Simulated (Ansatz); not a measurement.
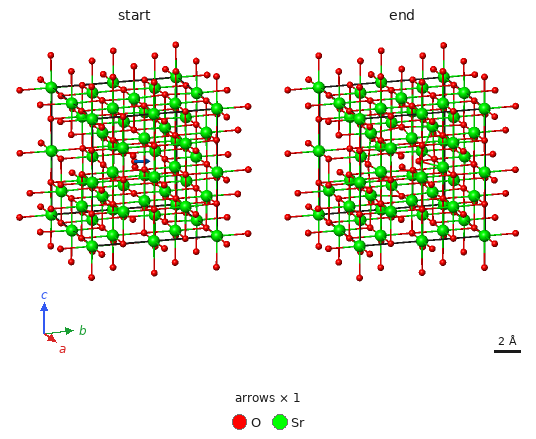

The structure of a defect cell of composition O33Sr31 (cell charge +3) before (left) and after (right) a relaxation, at one scale. The blue arrows give the displacements, at their true length.

The picture is a ball-and-stick view of the cell of the calculation (origin shifted), seen slightly off an axis.

The calculation used Ansatz, DFT, PBEsol, PAW, plane waves. Set-up: plane-wave cutoff 420 eV; k-point mesh 1 × 1 × 1; mesh shifted by (0.25, 0.25, 0.25); collinear spin; atoms relaxed in a fixed cell; force threshold 0.03 eV/Å; at most 80 steps.

### Describe what moved and what it gained.

An O atom moves most: 1.31 Å along +b. By element the largest moves are O 1.31 Å, Sr 0.14 Å. The lattice vectors keep their values. Among the contacts that change: O–O 2.491 → 1.349 Å, O–Sr 3.625 → 2.861 Å, O–Sr 3.544 → 2.790 Å, O–Sr 3.573 → 2.926 Å. New bonds form, among them: O–O (2.49 → 1.35 Å), O–Sr (3.54 → 2.79 Å), O–Sr (3.57 → 2.93 Å), O–Sr (3.60 → 2.99 Å). Among the angles between lasting bonds that change: O–Sr–O 89.2° → 101.7°, O–Sr–O 90.1° → 101.9°, O–Sr–O 90.6° → 102.2°. The energy falls by 3.494 eV per cell of the calculation in 12 geometry steps. The largest force component goes from 1 to 0.025 eV/Å. The program noted that the starting moments weren't kept. The run may lie on a higher electronic state than the lowest, so the end point isn't shown to be the ground-state structure. The run took 52 s on 1 × NVIDIA GB300 Max-Q with 8 threads of Arm Neoverse-V2, peak memory 2.3 GiB.

Limits of the set-up: the cell is charged, on a uniform background, and energies carry no finite-size correction.
